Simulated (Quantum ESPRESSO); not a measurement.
Tl: single-point calculation (part 3 of 3)

Tl (2 atoms in the cell); Kohn-Sham DFT of a periodic cell, r2SCAN, SG15 PBE 1.2, no spin polarisation (Quantum ESPRESSO 7.5); cutoff 843.55 eV, 7×7×4 k-mesh, fermi-dirac of 0.05 eV. The structure derives from an entry of the Crystallography Open Database. The volume is scaled by 0.98.

Geometry of the input (Å; fractional positions):
```
3.4328  0.0000  0.0000
-1.7164  2.9729  0.0000
0.0000  0.0000  5.4879
Tl 0.6667  0.3333  0.7500
Tl 0.3333  0.6667  0.2500
```

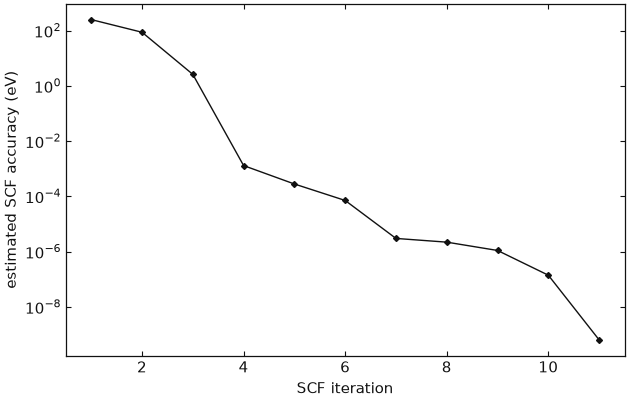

Convergence of the self-consistent field: estimated SCF accuracy against the iteration. The field takes 11 iterations in all.

### Results in brief

| quantity | value |
| --- | --- |
| outcome | converged |
| space group (tolerance 0.01 Å) | P6₃/mmc (194) |
| electrons treated | 26 |
| free energy | −2591.7916 eV |
| Fermi energy | 11.587 eV |
| gap on the k-point mesh | none (metallic) |
| pressure | 1.31 GPa |
| wall time | 94 s (CPU time 3.1 min) |
| peak memory | 0.26 GiB |

### Notes

Further notes kept with the run: potentials made for another functional. Points of doubt noted for this run: coarse mesh; potentials made for another functional. Spin–orbit coupling is left out, which matters for Tl.
